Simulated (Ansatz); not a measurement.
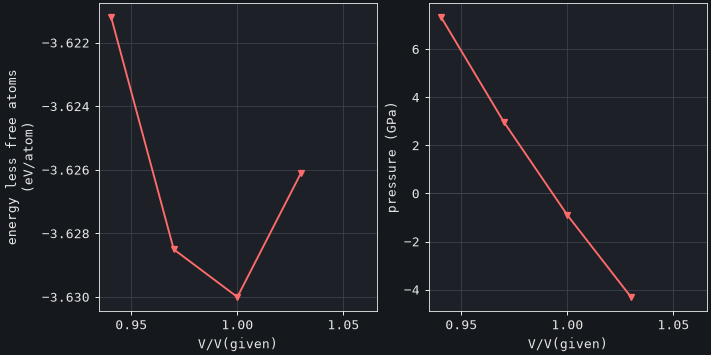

The figure shows the energy less free atoms and pressure against V/V(given) for Be, space group Im-3m (No. 229).

Cell as given: a = 2.170 Å, b = 2.170 Å, c = 2.170 Å, α = 109.47°, β = 109.47°, γ = 109.47°; 1 atom.

Computed with Ansatz 0.2.0: periodic Kohn-Sham DFT of a crystal at fixed atoms, scaled to the stated factor times the given cell; pressure positive in compression, energy less spherical unpolarised free atoms. Level: PBE.

- method: all-electron LAPW
- relativity: scalar
- k mesh: 23×23×23
- occupations: Fermi–Dirac
- smearing width: 0.03 eV
- basis error target: 0.25 (meV/atom)
- nucleus: Gaussian

V(given) is 7.87 Å³/atom.

The point at V/V(given) 1.060 is left out of the plot. What does the calculation give there?

```csv
V/V(given),energy less free atoms (eV/atom),pressure (GPa)
1.060,-3.6175,-7.3
```
